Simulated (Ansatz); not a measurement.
MgO

Input

```
crystal:
  lattice:
    - [0.0, -2.13515, -2.13515]
    - [0.0, 2.13515, -2.13515]
    - [4.2703, 0.0, 0.0]
  atoms:
    - { symbol: Mg, position: [0.5351263377, 0.4648736623, 0.5] }
    - { symbol: Mg, position: [-0.0351263377, 0.0351263377, 0.0] }
    - { symbol: O, position: [0.4841150365, 0.5158849635, 0.0] }
    - { symbol: O, position: [0.0158849635, -0.0158849635, 0.5] }
basis:
  ecutwfc: 420
kpoints:
  mp_grid: { grid: [8, 8, 6] }
hamiltonian:
  xc: pbesol
scf:
  occupations: { method: gaussian, width: 0.05 }
output:
  forces: true
  stress: true
  eigenvalues: true
  write_density: true
  write_potential: true
  elf: true
  volumetric_format: npy
```

Run with:

```sh
ansatz run input.yaml --threads 2 --pin off --max-ram 5120MiB --backend cpu --events-out ev --progress --plain --runs-dir out
```

Below, planes, directions and counts refer to the conventional cell (a = 4.27 Å, b = 4.27 Å, c = 4.27 Å, α = 90.00°, β = 90.00°, γ = 90.00°).

Space group Cmcm; not relaxed (largest force 1.1 eV/Å); computed pressure about −5 GPa in this cell.

Method: DFT PBEsol, scalar-relativistic, plane waves, PAW (Ansatz).

Q: Predict the valence pseudo-density and electron localisation function between the atoms.

A: Mg–O (2.05 Å): ρ is about 0.39 e/Å³ halfway; the ELF peaks at about 0.85 in the valence shell of O, 0.6 Å from its nucleus, and is about 0.35 at the midpoint; an ionic contact with no shared pair.
Mg–O (2.22 Å): ρ at the midpoint is about 0.26 e/Å³; the ELF peaks at about 0.85 in the valence shell of O, 0.6 Å from its nucleus, and is about 0.30 at the midpoint: a closed-shell, largely ionic contact.

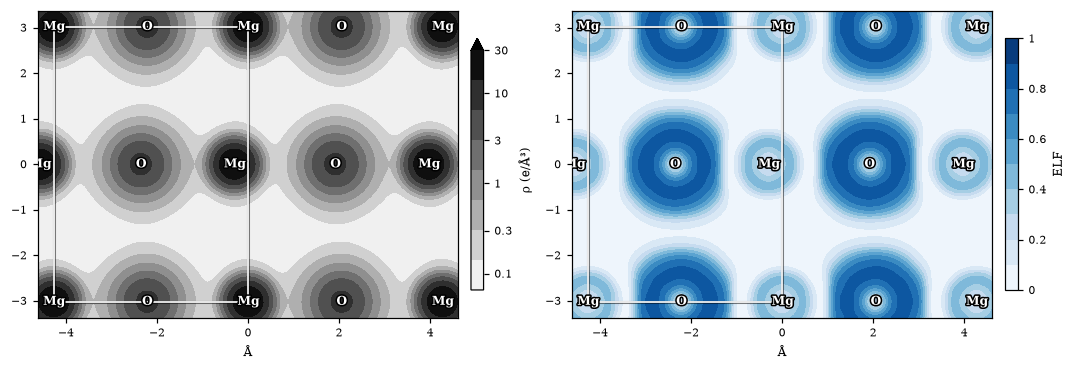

Computed valence pseudo-density and electron localisation function on the (101) plane of the conventional cell, in this order. 

Core electrons are frozen (PAW), and the valence fields are smoothed inside the atomic spheres.
